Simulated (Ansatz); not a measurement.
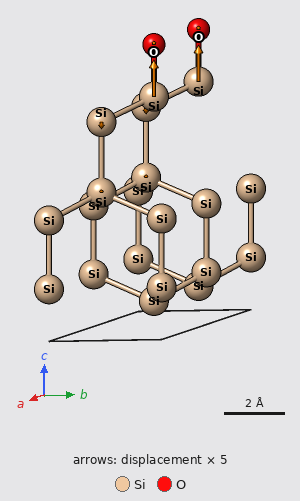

A constrained relaxation of a slab of composition Si6O (cut from the Fd-3m phase). The starting structure is drawn; orange arrows show the displacements, 5 times their true length.

Style: ball-and-stick. Shown: the 2 × 1 repeat of the cell, outlined in the plane, without the vacuum, slightly off an axis.

Case: O put at a top Si site. The slab is the (1 1 1) face of Si with O on it. 3 atoms are held fixed.

Computed with DFT PBEsol, scalar-relativistic, plane waves, PAW in Ansatz.

The input:
```yaml
crystal:
  lattice:
    - [3.8417168278, 0.0, 0.0]
    - [-1.9208584139, 3.327024367, 0.0]
    - [0.0, 0.0, 26.0576844733]
  atoms:
    - { symbol: Si, position: [0.3333333333, 0.6666666667, 0.3261993601] }
    - { symbol: Si, position: [0.0, 0.0, 0.3562936366] }
    - { symbol: Si, position: [0.0, 0.0, 0.4465764664] }
    - { symbol: Si, position: [0.6666666667, 0.3333333333, 0.4759187077] }
    - { symbol: Si, position: [0.6666666667, 0.3333333333, 0.5684832977] }
    - { symbol: Si, position: [0.3333333333, 0.6666666667, 0.5943515468] }
    - { symbol: O, position: [0.3333333333, 0.6666666667, 0.6626615304], spin: 2.0 }
basis:
  ecutwfc: 420
kpoints:
  mp_grid: { grid: [9, 9, 1] }
hamiltonian:
  xc: pbesol
scf:
  occupations: { method: gaussian, width: 0.05 }
output:
  forces: true
  eigenvalues: true
  populations: true
  write_density: true
  write_potential: true
  elf: true
  volumetric_format: npy
magnetization:
  spin_polarized: true
relax:
  adjacent_minimum: "off"
  f_tol: 0.03
  max_steps: 70
  constraints: [{ sites: [0, 1, 2] }]
efield:
  axis: 3
  dipole_correction: true
  ramp_width: 0.04
```

Run as
```bash
ansatz run input.yaml --threads 1 --pin off --max-ram 2560MiB --backend cpu --events-out ev --progress --plain --runs-dir out
```

Question: Which element moves most?

Answer: Silicon: up to 0.26 Å, against 0.03 Å for oxygen.

Question: Describe the change and its energy.

Answer: The largest move is that of Si6, 0.26 Å along the normal (+c). Largest moves by element: Si 0.26 Å, O 0.03 Å. The lattice vectors keep their values. Some distances before and after: Si6–O7 1.780 → 1.553 Å, Si5–Si6 2.318 → 2.425 Å, Si4–Si5 2.412 → 2.337 Å. Bond angles that change, for instance: Si6–Si5–Si6 111.9° → 104.7°, Si5–Si6–O7 106.9° → 113.9°, Si4–Si5–Si6 106.9° → 113.9°. The energy falls by 0.747 eV per cell of the calculation in 5 accepted moves (7 points after the start). Largest force component: 4.7 eV/Å at the start, 0.0021 eV/Å at the end. The line search rejected the trial step at point 2 of the run. 1 step only repeated the SCF at the same geometry. Cost: 2.7 min on 1 thread of Intel(R) Xeon(R) 6975P-C (Granite Rapids), on a shared host, peak memory 0.64 GiB.

Limits of the set-up: the periodic images lie only 3.8 Å apart, so the values are limited by the cell's size.
